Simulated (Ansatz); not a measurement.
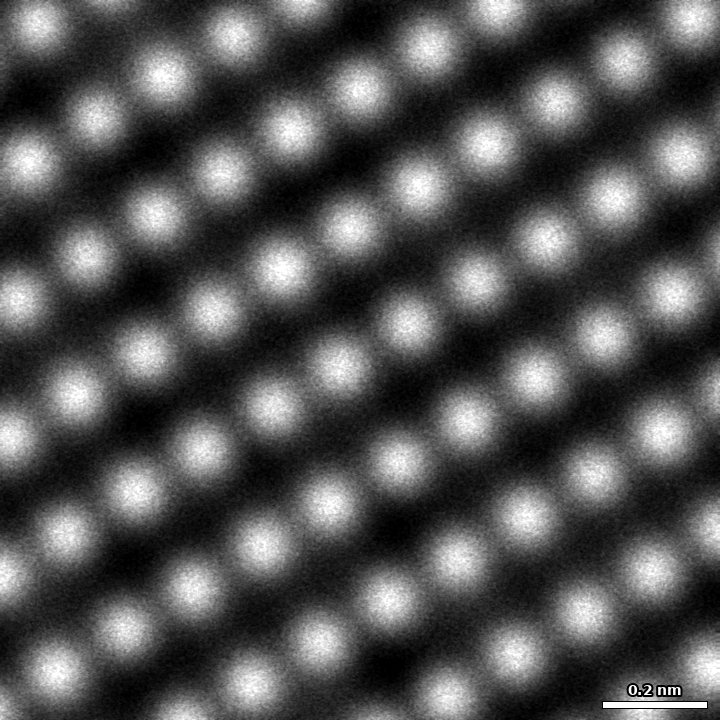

Dark-field STEM-like image of Ir (Im-3m, No. 229) along [110]. Simulation: incoherent imaging, intensity Z^1.8 per atom, probe width 0.99 Å, thin sample. Shot noise, a slight drift and the speckle of an amorphous layer were added. Atomic positions: the geometry given to an electronic-structure calculation, possibly off equilibrium; the starting structure was generated, so it need not be a known form of this composition.

### Interpret the image.

The columns repeat on a rectangular net of 1.55 × 2.20 Å (plane group p2mm). All columns are alike (Ir). The shortest distance between visible columns is 1.55 Å in projection. Along the beam the structure repeats every 4.40 Å.
